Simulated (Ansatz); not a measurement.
System: Au (slab).

The calculation's input:

```
crystal:
  lattice:
    - [4.2144047902, 0.0, 0.0]
    - [0.0, 8.4288095804, 0.0]
    - [0.0, 0.0, 31.3236793731]
  atoms:
    - { symbol: Au, position: [0.4963041507, 0.7955212405, 0.5635293066] }
    - { symbol: Au, position: [0.4962934484, 0.4586564304, 0.5559339456] }
    - { symbol: Au, position: [0.4962767817, 0.1218536134, 0.5636005772] }
    - { symbol: Au, position: [0.9962915453, 0.9585379568, 0.6098971392] }
    - { symbol: Au, position: [0.9963052388, 0.6238304116, 0.6074977838] }
    - { symbol: Au, position: [0.9962830924, 0.2934508812, 0.6075052261] }
    - { symbol: Au, position: [0.496249943, 0.1250526156, 0.6571829006] }
    - { symbol: Au, position: [0.4962808467, 0.7907617631, 0.6571429407] }
    - { symbol: Au, position: [0.4962746862, 0.4580077429, 0.6534179692] }
    - { symbol: Au, position: [0.9962012454, 0.2875618672, 0.7075117247] }
    - { symbol: Au, position: [0.9962267908, 0.9544441064, 0.7087068302] }
    - { symbol: Au, position: [0.9962212596, 0.621278216, 0.7074309743] }
    - { symbol: Au, position: [0.4961987584, 0.4538850251, 0.7479280043] }
    - { symbol: Au, position: [0.4962087819, 0.1211108252, 0.7500809481] }
    - { symbol: Au, position: [0.4962239004, 0.7865999174, 0.7499986501] }
basis:
  ecutwfc: 420
kpoints:
  mp_grid: { grid: [8, 4, 1] }
hamiltonian:
  xc: pbe
scf:
  occupations: { method: gaussian, width: 0.1 }
output:
  forces: true
  stress: true
  eigenvalues: true
  write_density: true
  write_potential: true
  elf: true
  volumetric_format: npy
efield:
  axis: 3
  dipole_correction: true
  ramp_width: 0.04
```

Launched as:

```sh
ansatz run input.yaml --threads 8 --pin off --max-ram 20480MiB --backend cpu --events-out ev --progress --plain --runs-dir out
```

Not relaxed (largest force 0.7 eV/Å); computed without spin polarisation.

These are results of Ansatz 0.2.0, DFT PBE, scalar-relativistic, plane waves, PAW, not measurements.

Predict the valence pseudo-density and electron localisation function between the atoms.

Answer. Au–Au (2.91 Å): ρ is about 0.26 e/Å³ halfway; the ELF is about 0.20 at the midpoint; no shared electron pair shows on this line.
Au–Au (2.93 Å): ρ at the midpoint is about 0.24 e/Å³; the ELF is about 0.20 at the midpoint: no shared electron pair shows on this line.

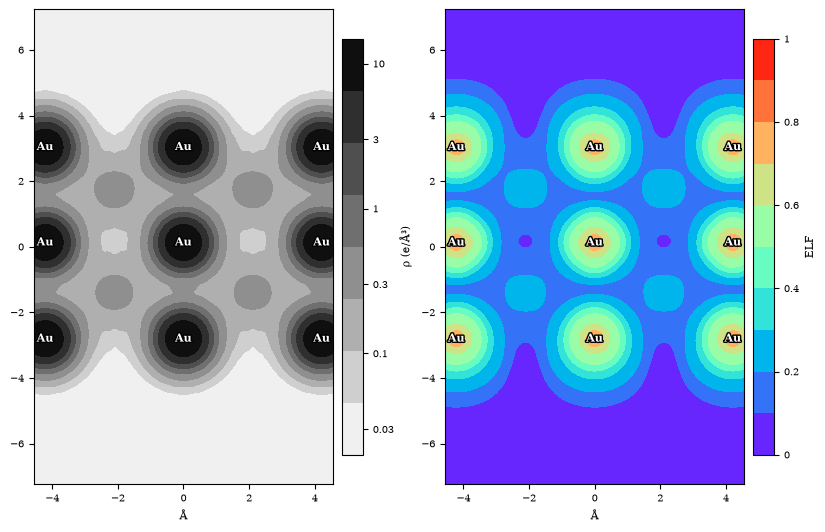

Computed valence pseudo-density and electron localisation function on the (010) plane of the calculation cell, a cut from vacuum to vacuum, in this order. 

The density is the valence pseudo-density of a PAW calculation; it isn't the true density close to the nuclei.
